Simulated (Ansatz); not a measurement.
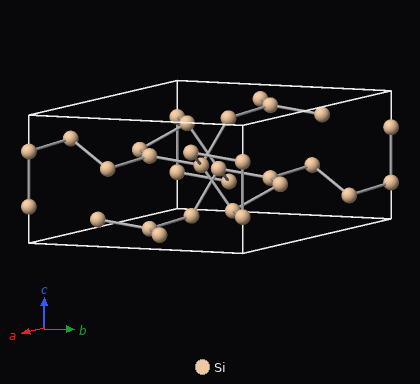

Si, space group R-3:H (No. 148), a = 9.365 Å, b = 9.365 Å, c = 5.604 Å, α = 90.00°, β = 90.00°, γ = 120.00°

```csv
site,Wyckoff,x,y,z
Si1,18f,0.9331,0.5645,0.0907
Si2,6c,0.0000,0.0000,0.7157
```

Origin: the geometry relaxed with DFT PBEsol, scalar-relativistic, plane waves, PAW (Ansatz 0.2.0).

Compute the Voronoi cell of each site (no radii): faces and volume.

Answer.
```csv
site,faces above 1 % of the sphere,volume (Å³),solid angle by neighbour (%)
Si1,12,17.76,Si 100
Si2,14,17.66,Si 100
```

Weighted by multiplicity the volumes add up to the cell volume, 425.7 Å³.

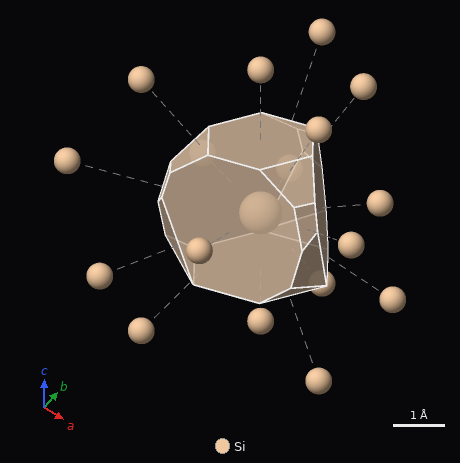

The computed Voronoi cell of Si2, with the neighbours that bound it.
